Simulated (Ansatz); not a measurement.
# Run report: Si, single-point calculation

The run: single-point calculation of Si (Fd-3m, 2 atoms in the cell). Method and program: DFT r2SCAN, scalar-relativistic, plane waves, PAW, no spin polarisation (Ansatz 0.2.0).

The structure was made by swapping elements on the sites of another compound; it need not be a known phase. It belongs to a series of runs on one base structure; here: band edges sought over the zone. Figures and captions count atoms from 1; the log counts them from 0 in places.

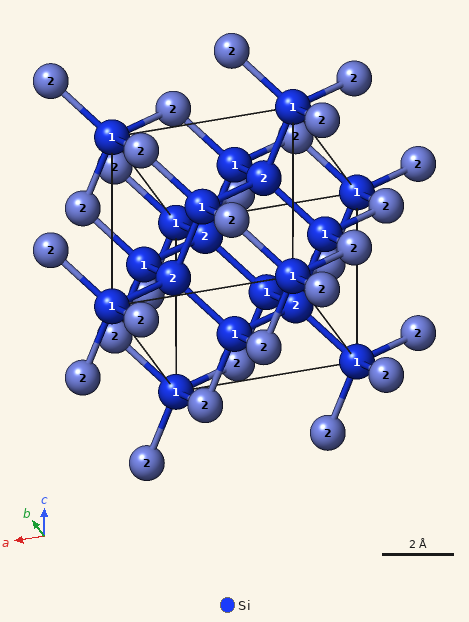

The structure as given in the input (ball-and-stick view of the cell 4 times as large as that of the calculation, set on its symmetry axes, seen at an oblique angle; neighbours outside the cell are drawn fainter; atoms are numbered from 1 in the order of the input). Near neighbours in the crystal (not all of them lie inside the picture): Si has 4 Si at 2.36 Å.

Results in brief

- outcome: converged
- space group (tolerance 0.01 Å): Fd-3m (227)
- electrons treated: 8
- free energy: −1278.1301 eV
- Fermi energy: 6.485 eV
- gap on the k-point mesh: 0.81 eV
- gap on the band path: 0.77 eV
- pressure: 0.03 GPa
- largest force (length of the vector): under 0.001 eV/Å
- hardware: 1 thread of Oxide Virtual Turin-like (Zen 5), 32 GiB of memory available, shared host
- wall time: 5.2 s
- peak memory: 0.43 GiB

The input
```yaml
crystal:
  lattice:
    - [0.0, 2.7219104283, 2.7219104283]
    - [2.7219104283, 0.0, 2.7219104283]
    - [2.7219104283, 2.7219104283, 0.0]
  atoms:
    - { symbol: Si, position: [0.0, 0.0, 0.0] }
    - { symbol: Si, position: [0.25, 0.25, 0.25] }
basis:
  ecutwfc: 500
kpoints:
  mp_grid: { grid: [8, 8, 8] }
  band_path: { path: [VBM, CBM], npoints: 2 }
hamiltonian:
  xc: r2scan
scf:
  occupations: { method: gaussian, width: 0.02 }
output:
  forces: true
  stress: true
  eigenvalues: true
checkpoint:
  read: start.run
  write: ck
  compress: false
  write_wavefunctions: false
  write_every: 100000
```

Launch command:
```bash
ansatz run input.yaml --threads 1 --pin off --max-ram 2560MiB --backend cpu --events-out ev --progress --plain --runs-dir out
```

Log
```
Engine: ansatz 0.2.0, x86_64-unknown-linux-gnu
Pseudopotentials: kind: paw
Pseudopotential: Si, paw, valence charge 4, recommended cutoff 500 eV (meta_gga), Si.paw.azcp
Functional definition: r2SCAN
  parameter k0 = 0.174
  parameter k1 = 0.065
  parameter a1 = 4.9479
  exchange = r2scan_x(k0 = k0, k1 = k1, a1 = a1)
  correlation = r2scan_c
Crystal: 2 atoms, lattice volume = 40.332 Å³
Basis set: ecut = 500 eV, 965 PW (Γ), exchange–correlation on 120×120×120 points (64 copies of the dense FFT grid, shifted against one another)
Bands: 8, of which v1, the nominal top of the filled ones, is band 4 counted from 1 (3 counted from 0)
Symmetry: 48 space group operations
Space group: Fd-3m (ITA 227), of the structure as read, at distance tolerance 3.4e-5 Å
k-points: 29 of 512
Non-local potential: Si, projectors of the file, l = 0: 2, l = 1: 2, l = 2: 2
PAW form: soft (Blöchl's): semilocal exchange-correlation on the pseudo side does not see the compensation charge
PAW frozen core: Si, regenerated for the run's functional (the file was generated under x = pbe(κ = 0.804, μ = 0.2195149727645171), c = pbe(β = 0.06672455060314922))
PAW one-centre angular grid: Si, 302 points (default); XC on 160 Gauss nodes
Initial density: read from a saved state, or passed on in memory by an earlier SCF of this step, an earlier step, the calling program or the single point that the run made first
Initial wavefunctions: pseudopotential atomic-orbital guess
Functional: x = r2scan, c = r2scan; τ floored in thin density (d = 2e-4 eV/Å³)
iter 1 solved again at ethr=9.15e-8 eV; its pass at ethr=3.10e-3 eV (dr2=7.32e-6 eV) is discarded
SCF iter   1: F=—  HF=-1278.130076 eV  |F-HF|=—  |Δ(HF+E_count)|=         —  Δρ=1.69e-7  dr2=6.33e-12  dr2_τ=1.94e-13  ethr=9.15e-8  ⟨swp⟩=3.0  Hψ=2879  notcnv=0
eigensolver tolerance schedule: the retry pair's looser diagonalisation over-reported the residual by 1156402.03 of it (diagonalisation noise at an unbounded share of the residual, at the tolerance the schedule requests for it); recorded, not acted on — ethr = c·dr2/N_el stays at c = 1.0e-1
preconditioner: auto → none  [insulator: Δε(μ)=0.810 eV  Ē_g=10.036 eV  σ=0.020 eV  W_gap=1.00  n_scr=8 (ndim 8)  ℏωp=16.5 eV  f_vac=0.000  D(μ)=0.00/eV (n_scr^D=0)  ε∞_Penn≈3.7]
SCF iter   2: F=-1278.130076 eV  HF=-1278.130076 eV  |F-HF|=3.18e-12  |Δ(HF+E_count)|=  6.60e-10  Δρ=9.50e-8  dr2=1.86e-12  dr2_τ=8.18e-14  ethr=1.00e-12  ⟨swp⟩=5.5  Hψ=1105  notcnv=0
SCF 1 converged in 2 iterations: F = -1278.130076 eV  dr2 = 1.86e-12
  greatest PAW one-centre occupation: 0.643 electrons in one spin orbital (limit 2), on the Si atom at site 1 (counted from 0), in its partial waves of l = 0
NSCF: frozen V_eff on 16 k-points
NSCF: frozen V_eff on 16 k-points
NSCF: frozen V_eff on 16 k-points
NSCF: frozen V_eff on 12 k-points
NSCF: frozen V_eff on 4 k-points
NSCF: frozen V_eff on 13 k-points
NSCF: frozen V_eff on 11 k-points
NSCF: frozen V_eff on 7 k-points
NSCF: frozen V_eff on 13 k-points
NSCF: frozen V_eff on 12 k-points
NSCF: frozen V_eff on 4 k-points
NSCF: frozen V_eff on 6 k-points
NSCF: frozen V_eff on 5 k-points
NSCF: frozen V_eff on 6 k-points
NSCF: frozen V_eff on 4 k-points
NSCF: frozen V_eff on 6 k-points
NSCF: frozen V_eff on 4 k-points
NSCF: frozen V_eff on 4 k-points
NSCF: frozen V_eff on 2 k-points
NSCF: frozen V_eff on 3 k-points
SCF converged after 2 iterations
Free energy (F): -1278.130076 eV
Harris-Foulkes:  -1278.130076 eV  (|F-HF|=3.18e-12)
Internal energy: -1278.130076 eV  (E = F + TS)
E sigma→0 (E₀):  -1278.130076 eV
Fermi energy:    6.484620 eV
--- Per-component energies (eV) ---
  E_band       = 6.440854
  E_kinetic    = 80.827073
  E_local      = -53.781816  (includes V_loc(G=0)·N_el)
  E_nonlocal   = 49.996320
  E_hartree    = 14.993544
  E_xc         = -103.014416
  E_vxc        = -99.490301  (∫ρ·V_xc dr)
  E_paw        = -1039.016925  (= ΣΔE_a)
  E_vpaw       = -4.989460  (= ΣTr[D̂ρ^β])
  E_aug_tail   = 0.000009  (compensation charges beyond the density's cutoff)
  E_vtau       = 3.891947  (kinetic-family band-sum trace: ∫τ·v_τ [+ j·A + Jᵃ·Aᵃ] dr)
  E_ewald      = -227.980998
  E_core_change = -0.152866  (= ΣΔE_core)
  E_smearing   = -0.000000  (= −TS)
  E_closure    = -0.000000  (closes the sum)
  Σ components = -1278.130076   (vs F -1278.130076, Δ=0.00e0)
--- Forces (eV/Å), atoms counted from 1 ---
  atom   1  Si     0.00000000     0.00000000    -0.00000000
  atom   2  Si     0.00000000     0.00000000    -0.00000000
  max |Σ_I F_I| component: 4.16e-17 eV/Å
--- Stress (GPa, compression-positive) ---
        0.029028      -0.000000       0.000000
       -0.000000       0.029028      -0.000000
       -0.000000      -0.000000       0.029028
  P = ⅓ Tr σ = 0.0290 GPa (0.290 kbar)
--- Band table (eV; the first three rows and the last of 29) ---
  k-point 0: bands = ["-6.4051", "6.0796", "6.0796", "6.0796", "8.8188", "8.8188", "8.8188", "9.9696"]
  k-point 1: bands = ["-6.1914", "4.4422", "5.7753", "5.7753", "8.8487", "9.2663", "9.2663", "11.2849"]
  k-point 2: bands = ["-5.5684", "2.0164", "5.2773", "5.2773", "8.4101", "9.8173", "9.8173", "13.5685"]
  k-point 28: bands = ["-1.8937", "-1.8937", "2.0783", "2.0783", "10.6675", "10.6675", "11.4673", "11.4673"]
```

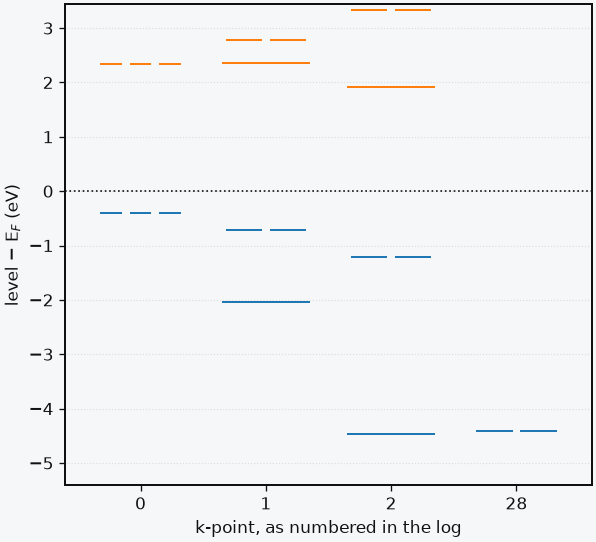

Kohn–Sham levels near the Fermi level (dotted) at the few k-points that the log prints; levels within 0.02 eV of each other stand side by side. Among these points the highest filled and lowest empty levels are 2.33 eV apart; the gap on the full mesh, 0.81 eV, has an edge at a point that isn't printed.
